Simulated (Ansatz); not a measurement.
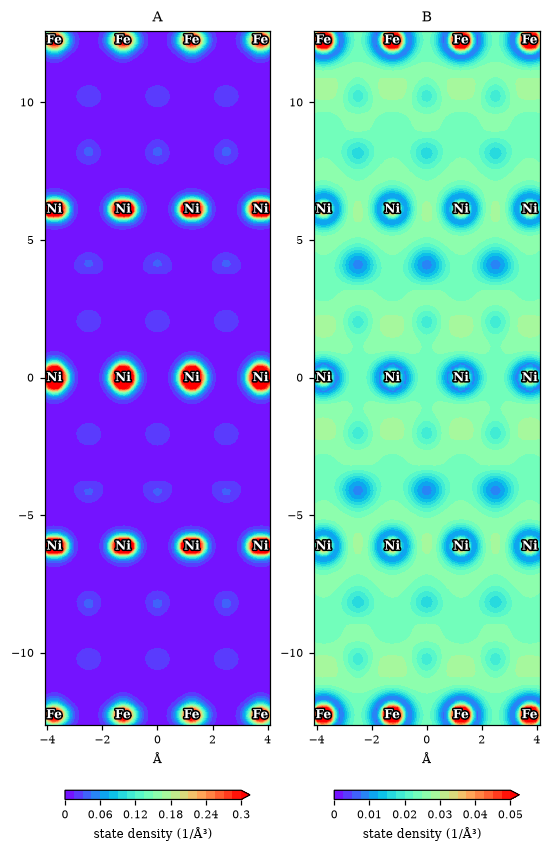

FeNi₃: densities of the states in two energy windows, on the (100) plane of the conventional cell.

Space group R-3m; spin-polarised. Net moment 4.5 μB in the 4-atom cell of the calculation; other magnetic orders weren't tried. The cell comes from a database of computed structures, not from a measurement.

The calculation used DFT PBE, scalar-relativistic, plane waves, PAW in Ansatz 0.2.0.

In a PAW calculation such maps are meaningful between the atoms, not at the nuclei.

Q: Match the panels to the energy ranges (zero at the Fermi level): −9.0 to −6.0 eV and −0.25 to +0.25 eV.

A: Panel A: −0.25 to +0.25 eV, the states at the Fermi level, mainly Ni 3d (75 %) and Fe 3d (20 %).
Panel B: −9.0 to −6.0 eV, the lower third of the occupied valence band, mainly Ni 4s (70 %) and Fe 4s (20 %).
The characters are Löwdin shares on a minimal set of atomic orbitals.

Cost of the run: 3.3 min on 2 threads of Arm Neoverse N1 (shared host), peak memory 2.4 GiB.
